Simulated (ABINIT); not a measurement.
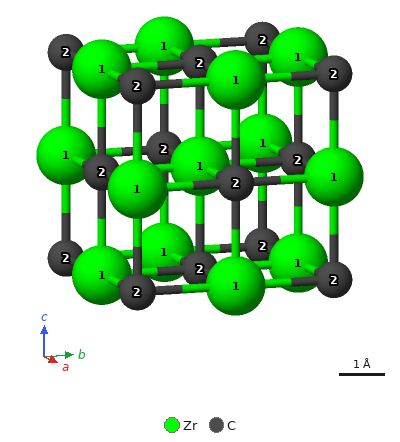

*The structure as given in the input (ball-and-stick view of the cell 4 times as large as that of the calculation, set on its symmetry axes, seen slightly off an axis; atoms are numbered from 1 in the order of the input). An atom can appear more than once, as a periodic image.*

Near neighbours in the periodic cell (some may lie outside the picture): Zr has 6 C at 2.37 Å; C has 6 Zr at 2.37 Å.

## Run report: ZrC, single-point calculation

The run: single-point calculation of ZrC (Fm-3m, 2 atoms in the cell). Method and program: Kohn-Sham DFT of a periodic cell, PBE, PseudoDojo NC SR PBE v0.4.1 standard, no spin polarisation (ABINIT 10.8.3).

The structure derives from an entry of the Crystallography Open Database.

Log:
```
.Version 10.8.3 of ABINIT
 Symmetries : space group Fm -3 m (#225); Bravais cF (face-center cubic)
================================================================================
 Values of the parameters that define the memory need of the present run
     intxc =       0    ionmov =       0      iscf =       7    lmnmax =       6
     lnmax =       6     mgfft =      32  mpssoang =       3    mqgrid =    3001
     natom =       2  nloc_mem =       1    nspden =       1   nspinor =       1
    nsppol =       1      nsym =      48    n1xccc =    2501    ntypat =       2
    occopt =       3   xclevel =       2
       mpw =        1480          nfft =       32768          nkpt =          29
================================================================================
================================================================================

--------------------------------------------------------------------------------
------------- Echo of variables that govern the present computation ------------
--------------------------------------------------------------------------------
 -outvars: echo values of preprocessed input variables --------
            acell      1.8897261259E+00  1.8897261259E+00  1.8897261259E+00 Bohr
              amu      9.12240000E+01  1.20110000E+01
             ecut      3.10000000E+01 Hartree
              ixc          11
         kptrlatt        8    0    0      0    8    0      0    0    8
          kptrlen      5.05632519E+01
            natom           2
            nband          12
            ngfft          32      32      32
             nkpt          29
            nstep         100
             nsym          48
           ntypat           2
           occopt           3
        prtebands           0
           prteig           0
           prtelf           1
           prtpot           1
         prtvclmb           1
           prtvha           1
            prtwf           0
            rprim      0.0000000000E+00  2.3650000000E+00  2.3650000000E+00
                       2.3650000000E+00  0.0000000000E+00  2.3650000000E+00
                       2.3650000000E+00  2.3650000000E+00  0.0000000000E+00
          spgroup         225
           tolvrs      1.00000000E-10
           tsmear      1.83746611E-03 Hartree
            typat      1  2
           xangst      2.3650000000E+00  2.3650000000E+00  2.3650000000E+00
                       0.0000000000E+00  0.0000000000E+00  0.0000000000E+00
            xcart      4.4692022878E+00  4.4692022878E+00  4.4692022878E+00
                       0.0000000000E+00  0.0000000000E+00  0.0000000000E+00
             xred      5.0000000000E-01  5.0000000000E-01  5.0000000000E-01
                       0.0000000000E+00  0.0000000000E+00  0.0000000000E+00
            znucl       40.00000    6.00000

================================================================================

 chkinp: Checking input parameters for consistency.

================================================================================
== DATASET  1 ==================================================================

--- !DatasetInfo
iteration_state: {dtset: 1, }
dimensions: {natom: 2, nkpt: 29, mband: 12, nsppol: 1, nspinor: 1, nspden: 1, mpw: 1480, }
cutoff_energies: {ecut:  31.0, pawecutdg:  -1.0, }
electrons: {nelect:   1.60000000E+01, charge:   0.00000000E+00, occopt:   3.00000000E+00, tsmear:   1.83746611E-03, }
meta: {optdriver: 0, ionmov: 0, optcell: 0, iscf: 7, paral_kgb: 0, }
...

 Exchange-correlation functional for the present dataset will be:
  GGA: Perdew-Burke-Ernzerhof functional - ixc=11
  J.P.Perdew, K.Burke, M.Ernzerhof, PRL 77, 3865 (1996)

 Real(R)+Recip(G) space primitive vectors, cartesian coordinates (Bohr,Bohr^-1):
 R(1)=  0.0000000  4.4692023  4.4692023  G(1)= -0.1118768  0.1118768  0.1118768
 R(2)=  4.4692023  0.0000000  4.4692023  G(2)=  0.1118768 -0.1118768  0.1118768
 R(3)=  4.4692023  4.4692023  0.0000000  G(3)=  0.1118768  0.1118768 -0.1118768
 Unit cell volume ucvol=  1.7853363E+02 bohr^3
 Angles (23,13,12)=  6.00000000E+01  6.00000000E+01  6.00000000E+01 degrees

 getcut: wavevector=  0.0000  0.0000  0.0000  ngfft=  32  32  32
         ecut(hartree)=     31.000   => boxcut(ratio)=   2.02004

--- Pseudopotential description ------------------------------------------------
- pspini: atom type   1  psp file is ./Zr.upf
12 -101130 2 -1 1622                          pspcod,pspxc,lmax,lloc,mmax
     nproj     2     2     2

- pspini: atom type   2  psp file is ./C.upf
12 -101130 1 -1 1248                          pspcod,pspxc,lmax,lloc,mmax
     nproj     2     2     0

   3.69795345E+02                                ecore*ucvol(ha*bohr**3)
--------------------------------------------------------------------------------

================================================================================

--- !BeginCycle
iteration_state: {dtset: 1, }
solver: {iscf: 7, nstep: 100, nline: 4, wfoptalg: 0, }
tolerances: {tolvrs: 1.00E-10, }
...

     iter   Etot(hartree)      deltaE(h)  residm     vres2
 ETOT  1  -56.507246834987    -5.651E+01 6.712E-02 6.184E+02
 ETOT  2  -56.403905199505     1.033E-01 4.815E-02 1.063E+03
 ETOT  3  -56.706303480716    -3.024E-01 4.373E-03 7.153E-01
 ETOT  4  -56.706594627903    -2.911E-04 8.434E-02 3.039E-01
 ETOT  5  -56.706613243135    -1.862E-05 1.005E-02 2.422E-01
 ETOT  6  -56.706684937337    -7.169E-05 2.561E-03 2.731E-02
 ETOT  7  -56.706693959605    -9.022E-06 2.789E-04 6.303E-05
 ETOT  8  -56.706693977574    -1.797E-08 3.228E-04 3.261E-06
 ETOT  9  -56.706693978518    -9.442E-10 6.787E-05 4.637E-07
 ETOT 10  -56.706693978674    -1.552E-10 4.558E-05 1.501E-09
 ETOT 11  -56.706693978675    -1.450E-12 7.087E-05 9.893E-11

 At SCF step   11       vres2   =  9.89E-11 < tolvrs=  1.00E-10 =>converged.

 Compute ELF
--------------------------------------------------------------------------------

 Compute kinetic energy density

 Compute gradient of the electron density
 Electron Localization Function (ELF) [min:0;max:1]
)     Maximum=    8.7588E-01  at reduced coord.    0.3750    0.6250    0.6250
)     Minimum=    2.6206E-07  at reduced coord.    0.5000    0.5000    0.5000
   Integrated=    7.0948E+01

--------------------------------------------------------------------------------
 End of ELF section

 Cartesian components of stress tensor (hartree/bohr^3)
  sigma(1 1)=  1.39098354E-04  sigma(3 2)=  0.00000000E+00
  sigma(2 2)=  1.39098354E-04  sigma(3 1)=  0.00000000E+00
  sigma(3 3)=  1.39098354E-04  sigma(2 1)=  0.00000000E+00

--- !ResultsGS
iteration_state: {dtset: 1, }
comment   : Summary of ground state results
lattice_vectors:
- [  0.0000000,   4.4692023,   4.4692023, ]
- [  4.4692023,   0.0000000,   4.4692023, ]
- [  4.4692023,   4.4692023,   0.0000000, ]
lattice_lengths: [   6.32041,    6.32041,    6.32041, ]
lattice_angles: [ 60.000,  60.000,  60.000, ] # degrees, (23, 13, 12)
lattice_volume:   1.7853363E+02
convergence: {deltae: -1.450E-12, res2:  9.893E-11, residm:  7.087E-05, diffor: null, }
etotal    :  -5.67066940E+01
entropy   :   0.00000000E+00
fermie    :   4.07883797E-01
cartesian_stress_tensor: # hartree/bohr^3
- [  1.39098354E-04,   0.00000000E+00,   0.00000000E+00, ]
- [  0.00000000E+00,   1.39098354E-04,   0.00000000E+00, ]
- [  0.00000000E+00,   0.00000000E+00,   1.39098354E-04, ]
pressure_GPa:  -4.0924E+00
xred      :
- [  5.0000E-01,   5.0000E-01,   5.0000E-01, Zr]
- [  0.0000E+00,   0.0000E+00,   0.0000E+00,  C]
cartesian_forces: # hartree/bohr
- [ -0.00000000E+00,  -0.00000000E+00,  -0.00000000E+00, ]
- [ -0.00000000E+00,  -0.00000000E+00,  -0.00000000E+00, ]
force_length_stats: {min:   0.00000000E+00, max:   0.00000000E+00, mean:   0.00000000E+00, }
...

 Integrated electronic density in atomic spheres:
 ------------------------------------------------
 Atom  Sphere_radius  Integrated_density
    1        2.00000          8.35117946
    2        2.00000          3.78169669
================================================================================

 ----iterations are completed or convergence reached----

 Mean square residual over all n,k,spin=   22.364E-08; max=  70.873E-06
 reduced coordinates (array xred) for    2 atoms
       0.500000000000      0.500000000000      0.500000000000
       0.000000000000      0.000000000000      0.000000000000
 rms dE/dt=  0.0000E+00; max dE/dt=  0.0000E+00; dE/dt below (all hartree)
    1       0.000000000000      0.000000000000      0.000000000000
    2       0.000000000000      0.000000000000      0.000000000000

 cartesian coordinates (angstrom) at end:
    1      2.36500000000000     2.36500000000000     2.36500000000000
    2      0.00000000000000     0.00000000000000     0.00000000000000

 cartesian forces (hartree/bohr) at end:
    1     -0.00000000000000    -0.00000000000000    -0.00000000000000
    2     -0.00000000000000    -0.00000000000000    -0.00000000000000
 frms,max,avg= 0.0000000E+00 0.0000000E+00   0.000E+00  0.000E+00  0.000E+00 h/b

 cartesian forces (eV/Angstrom) at end:
    1     -0.00000000000000    -0.00000000000000    -0.00000000000000
    2     -0.00000000000000    -0.00000000000000    -0.00000000000000
 frms,max,avg= 0.0000000E+00 0.0000000E+00   0.000E+00  0.000E+00  0.000E+00 e/A
 length scales=  1.889726125908  1.889726125908  1.889726125908 bohr
              =  1.000000000000  1.000000000000  1.000000000000 angstroms
 Fermi (or HOMO) energy (hartree) =   0.40788   Average Vxc (hartree)=  -0.45156
 Eigenvalues (hartree) for nkpt=  29  k points:
 kpt#   1, nband= 12, wtk=  0.00195, kpt=  0.0000  0.0000  0.0000 (reduced coord)
  -1.36152   -0.54293   -0.54293   -0.54293   -0.00402    0.44407    0.44407    0.44407
   0.44936    0.44936    0.44936    0.51093
      occupation numbers for kpt#   1
   2.00000    2.00000    2.00000    2.00000    2.00000    0.00000    0.00000    0.00000
   0.00000    0.00000    0.00000    0.00000
 prteigrs : prtvol=0 or 1, do not print more k-points.

--- !EnergyTerms
iteration_state     : {dtset: 1, }
comment             : Components of total free energy in Hartree
kinetic             :  1.83274642860347E+01
hartree             :  6.37539044815504E+00
xc                  : -1.21579812877456E+01
Ewald energy        : -4.68871307916027E+01
psp_core            :  2.07129237624954E+00
local_psp           : -2.96052178601588E+01
non_local_psp       :  5.16959491772357E+00
internal            : -5.67065879113442E+01
'-kT*entropy'       : -1.06067330800444E-04
total_energy        : -5.67066939786750E+01
total_energy_eV     : -1.54306775258637E+03
band_energy         : -3.99762790783383E+00
...

 Cartesian components of stress tensor (hartree/bohr^3)
  sigma(1 1)=  1.39098354E-04  sigma(3 2)=  0.00000000E+00
  sigma(2 2)=  1.39098354E-04  sigma(3 1)=  0.00000000E+00
  sigma(3 3)=  1.39098354E-04  sigma(2 1)=  0.00000000E+00

-Cartesian components of stress tensor (GPa)         [Pressure= -4.0924E+00 GPa]
- sigma(1 1)=  4.09241487E+00  sigma(3 2)=  0.00000000E+00
- sigma(2 2)=  4.09241487E+00  sigma(3 1)=  0.00000000E+00
- sigma(3 3)=  4.09241487E+00  sigma(2 1)=  0.00000000E+00

== END DATASET(S) ==============================================================
================================================================================

 -outvars: echo values of variables after computation  --------
            acell      1.8897261259E+00  1.8897261259E+00  1.8897261259E+00 Bohr
           etotal     -5.6706693979E+01
            fcart     -0.0000000000E+00 -0.0000000000E+00 -0.0000000000E+00
                      -0.0000000000E+00 -0.0000000000E+00 -0.0000000000E+00
            rprim      0.0000000000E+00  2.3650000000E+00  2.3650000000E+00
                       2.3650000000E+00  0.0000000000E+00  2.3650000000E+00
                       2.3650000000E+00  2.3650000000E+00  0.0000000000E+00
           strten      1.3909835430E-04  1.3909835430E-04  1.3909835430E-04
                       0.0000000000E+00  0.0000000000E+00  0.0000000000E+00
           xangst      2.3650000000E+00  2.3650000000E+00  2.3650000000E+00
                       0.0000000000E+00  0.0000000000E+00  0.0000000000E+00
             xred      5.0000000000E-01  5.0000000000E-01  5.0000000000E-01
                       0.0000000000E+00  0.0000000000E+00  0.0000000000E+00
 Calculation completed.
```

This output came from the following input.

Input:
```
pp_dirpath "./"
pseudos "Zr.upf, C.upf"

acell 3*1.0 Angstrom
rprim
     0.0000000000     2.3650000000     2.3650000000
     2.3650000000     0.0000000000     2.3650000000
     2.3650000000     2.3650000000     0.0000000000
ntypat 2
znucl 40 6
natom 2
typat 1 2
xred
     0.5000000000     0.5000000000     0.5000000000
     0.0000000000     0.0000000000     0.0000000000

ecut 843.552974 eV

kptopt 1
ngkpt 8 8 8
nshiftk 1
shiftk 0.0 0.0 0.0

ixc 11

nband 12
occopt 3
tsmear 0.05 eV

nstep 100
tolvrs 1.0e-10

iomode 3
prtwf 0
prteig 0
prtebands 0
prtden 1
prtvha 1
prtvclmb 1
prtpot 1
prtelf 1
```

Launched with:
```bash
mpirun --bind-to none -np 4 abinit run.abi > log 2>&1
```

Results in brief:

```json
{"quantity": "outcome", "value": "converged"}
{"quantity": "space group (tolerance 0.01 Å)", "value": "Fm-3m (225)"}
{"quantity": "electrons treated", "value": "16"}
{"quantity": "free energy", "value": "−1543.0678 eV"}
{"quantity": "Fermi energy", "value": "11.099 eV"}
{"quantity": "gap on the k-point mesh", "value": "none (metallic)"}
{"quantity": "pressure", "value": "−4.09 GPa"}
{"quantity": "largest force (length of the vector)", "value": "under 0.001 eV/Å"}
{"quantity": "hardware", "value": "4 threads of Intel Xeon @ 2.50GHz (Skylake/Cascade Lake), 128 GiB of memory available, shared host"}
{"quantity": "wall time", "value": "7.5 s (CPU time 30 s)"}
{"quantity": "peak memory", "value": "0.24 GiB"}
```

Remarks:

Points of doubt noted for this run: cutoff too low for stress.
